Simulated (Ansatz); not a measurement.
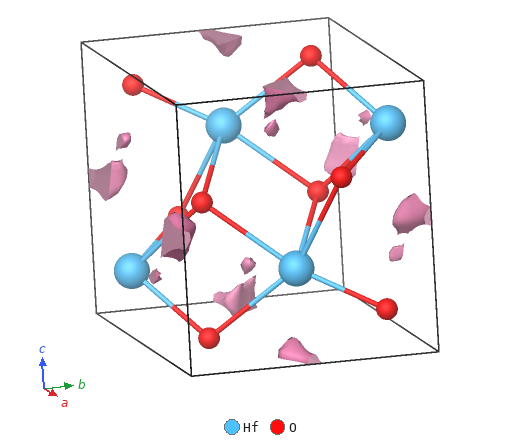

The pink surface encloses the points that the centre of a probe sphere of radius 0.55 Å can occupy in HfO2 (P2_1/c), computed on a grid of about 0.14 Å (1×1×1 cells shown, view slightly off an axis; pale faces close the region where the box cuts it).

Atoms are hard spheres with Shannon crystal radii (six-coordinate where tabulated): Hf 0.85 Å, O 1.26 Å.

Origin of the cell: the input geometry of an electronic-structure calculation (not necessarily at equilibrium).

```cif
data_structure
_symmetry_space_group_name_H-M 'P2_1/c'
_symmetry_Int_Tables_number 14
_cell_length_a 5.1501
_cell_length_b 5.1852
_cell_length_c 5.3418
_cell_angle_alpha 90.000
_cell_angle_beta 98.948
_cell_angle_gamma 90.000
_cell_volume 140.91
loop_
_atom_site_label
_atom_site_type_symbol
_atom_site_symmetry_multiplicity
_atom_site_Wyckoff_symbol
_atom_site_fract_x
_atom_site_fract_y
_atom_site_fract_z
_atom_site_occupancy
Hf1 Hf 4 e 0.28000 0.04920 0.21700 1
O1 O 4 e 0.06930 0.32650 0.34290 1
O2 O 4 e 0.46070 0.74890 0.48880 1
```

Do these regions connect?

Answer. They are isolated pockets that do not connect across cells.

What share of the cell can the probe's centre reach?

Answer. About 1.5 % of the volume (2.1 Å³ of 140.9 Å³).

Give the largest included and the largest free sphere.

Answer. The largest sphere that fits anywhere has a diameter of 1.62 Å; the largest that can travel through the crystal, about 0.9 Å.

How does the connectivity change as the probe shrinks?

Answer. Below a radius of about 0.45 Å the space forms a two-dimensional network in layers parallel to (100). Below a radius of about 0.25 Å the space forms a three-dimensional network. These are grid estimates, good to about 0.05 Å.
